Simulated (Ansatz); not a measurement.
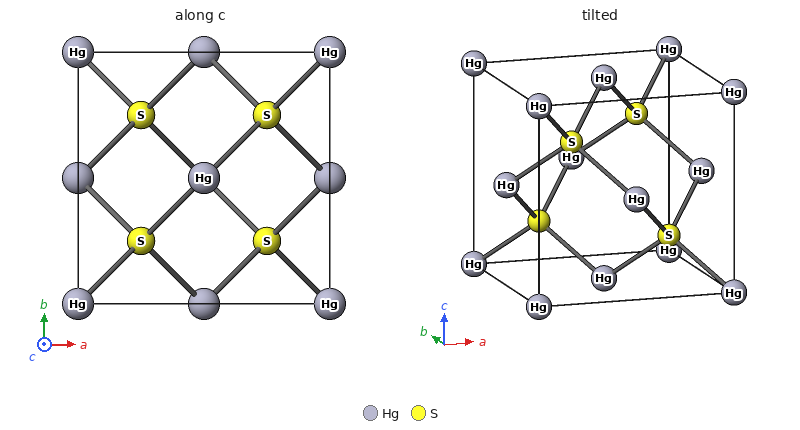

View along the c axis and slightly off an axis, drawn as a ball-and-stick model. Lines trace the edges of the conventional unit cell.

HgS, space group F-43m (No. 216), a = 5.81 Å, b = 5.81 Å, c = 5.81 Å, α = 90.00°, β = 90.00°, γ = 90.00°.

Method used: DFT, HSE06, plane waves, PAW (Ansatz 0.2.0). It ran with cutoff 420 eV, k-points about 0.31 Å⁻¹ apart, Fermi-Dirac smearing of 0.02 eV, no spin polarisation.

Question: What is the band gap, if any?

Answer: A semiconductor at this level, with a gap of 0.46 eV, direct.

Question: Which way would the volume go on relaxing?

Answer: The computed pressure is 3.9 GPa (compressed: it would expand).

The initial geometry was a structure type filled with these elements by a generator (whether the compound takes this form wasn't checked). The cell was then strained or its atoms displaced on purpose. It was run through Ansatz as a DFT input.
